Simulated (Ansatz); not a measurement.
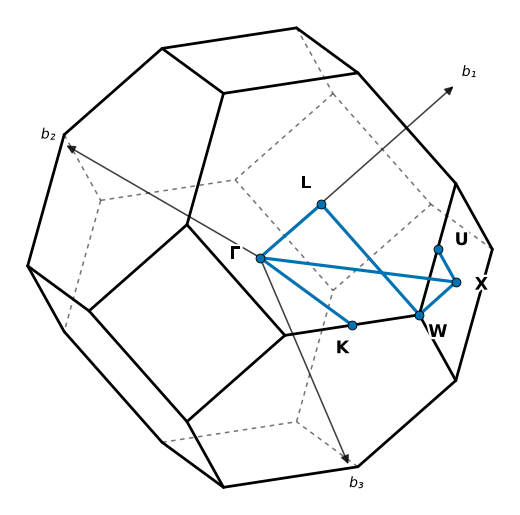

The figure shows the first Brillouin zone with its special points and a band path. Crystal: C, the input geometry of an electronic-structure calculation (not necessarily at equilibrium); the starting structure was generated, so it need not be a known form of this composition. All values are computed from the atomic coordinates in the standard setting (tolerance 0.002 Å).

Labels and path follow the convention of Hinuma et al. (2017), as computed by seekpath; the arrows show the directions of the reciprocal primitive vectors b₁, b₂, b₃.

Name the Bravais lattice of the crystal.

Answer. A face-centred cubic lattice (cF; extended symbol cF2). The zone is a truncated octahedron in its combinatorial type: 14 faces (6 with 4 edges, 8 with 6 edges), 36 edges, 24 vertices.

Write the standard path through the labelled points.

Answer. Γ–X–U | K–Γ–L–W–X
